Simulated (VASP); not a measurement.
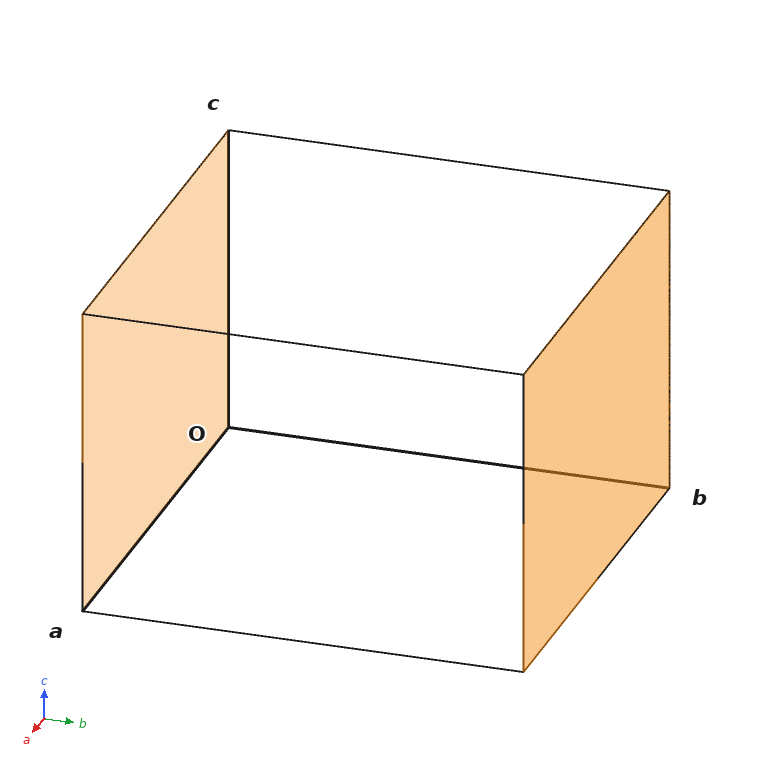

For Al2Cu, a cell listed in the Materials Project, as set up for an electronic-structure calculation: every member of one family of equally spaced planes, hx + ky + lz = a whole number, that cuts the unit cell is shaded (one member passes through the origin O). Symmetry computed with spglib at a tolerance of 0.002 Å; standard conventional cell.

a = 4.105 Å, b = 4.105 Å, c = 2.891 Å, α = 90.00°, β = 90.00°, γ = 90.00°.

**Which (hkl) family is drawn?**

(0 1 0); the opposite sign names the same planes. The member next to the origin meets the axes a never, b at 1, c never.

**What is the spacing?**

d = 4.105 Å.
